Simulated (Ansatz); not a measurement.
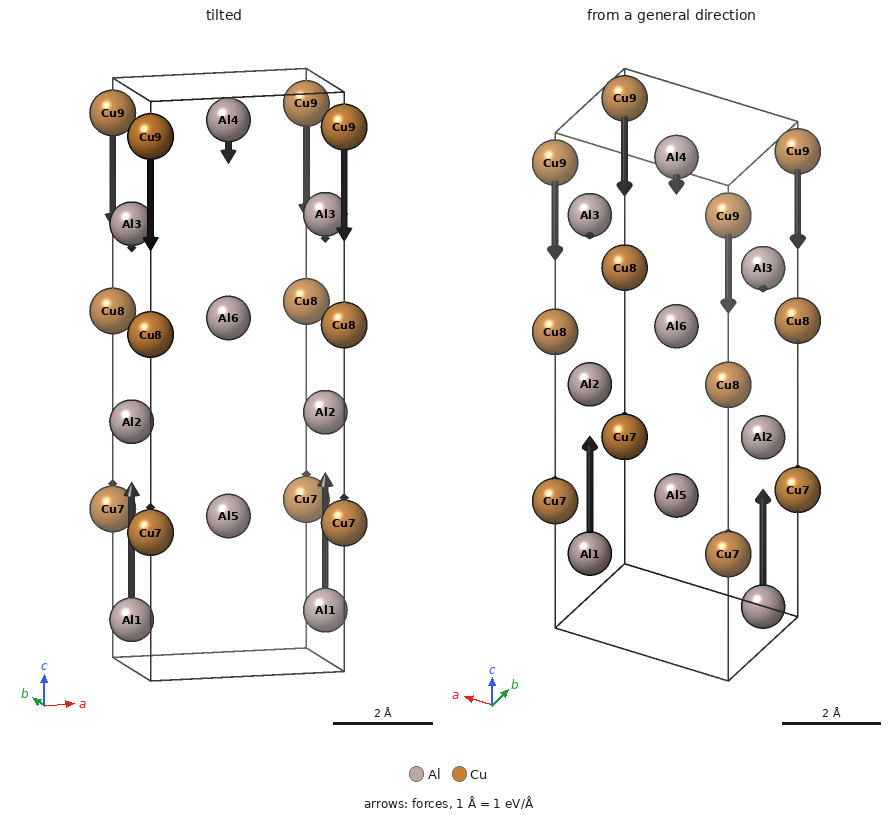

Crystal structure, spheres-only style, seen slightly off an axis and from a general direction. The simulation cell is drawn as a box. The arrows are the computed forces on the atoms.

System: Al2Cu. Level of theory and settings: Ansatz 0.2.0, DFT PBEsol, scalar-relativistic, plane waves, PAW, E_cut = 420 eV, the zone sampled with 11×16×4 points, Gaussian smearing of 0.15 eV, no spin polarisation.

Question: Could this be the end point of a relaxation?

Answer: No. The atoms still feel forces of up to about 2.4 eV/Å, far above a usual threshold of 0.01 to 0.03 eV/Å.

Question: Which atom is furthest from force balance?

Answer: Al1, about 2.4 eV/Å.

Origin of the cell: a structure listed in the Materials Project. The cell was then strained or its atoms displaced on purpose. It went into a calculation with Ansatz.
